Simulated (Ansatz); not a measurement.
Al

Input file:

```
crystal:
  lattice:
    - [-1.59121869, 1.59121869, 1.59121869]
    - [1.59121869, -1.59121869, 1.59121869]
    - [1.59121869, 1.59121869, -1.59121869]
  atoms:
    - { symbol: Al, position: [0.0, 0.0, 0.0] }
basis:
  ecutwfc: 500
kpoints:
  mp_grid: { grid: [18, 18, 18] }
hamiltonian:
  xc: r2scan
scf:
  occupations: { method: gaussian, width: 0.1 }
output:
  forces: true
  stress: true
  eigenvalues: true
  write_density: true
  write_potential: true
  elf: true
  volumetric_format: npy
relax:
  adjacent_minimum: "off"
  f_tol: 0.005
  max_steps: 80
  cell: { stress_tol: 0.05 }
```

Launched as:

```sh
ansatz run input.yaml --threads 1 --pin off --max-ram 2560MiB --backend cpu --events-out ev --progress --plain --runs-dir out
```

Below, planes, directions and counts refer to the conventional cell (a = 3.19 Å, b = 3.19 Å, c = 3.19 Å, α = 90.00°, β = 90.00°, γ = 90.00°).

The fields are those of the run's last geometry, not of the input's.

Space group Im-3m; a structure from a database of computed crystals, not necessarily the ambient phase; computed without spin polarisation.

Method: DFT r2SCAN, scalar-relativistic, plane waves, PAW in Ansatz 0.2.0.

> What will maps of the valence pseudo-density and electron localisation function show?

Al–Al (2.76 Å): the density is about 0.21 e/Å³ at the midpoint; the ELF peaks at about 0.65 between the atoms.

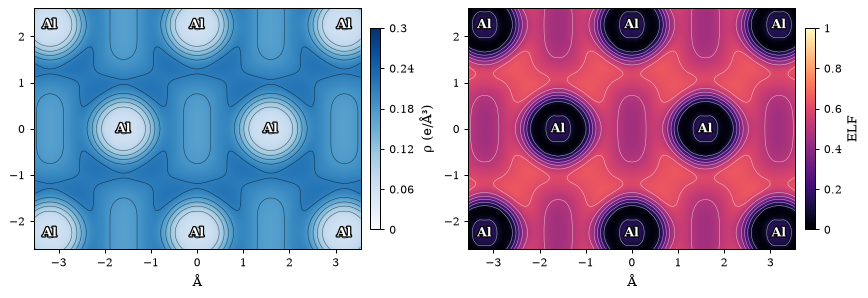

Computed valence pseudo-density and electron localisation function on the (101) plane of the conventional cell, in this order. 

In a PAW calculation such maps are meaningful between the atoms, not at the nuclei.
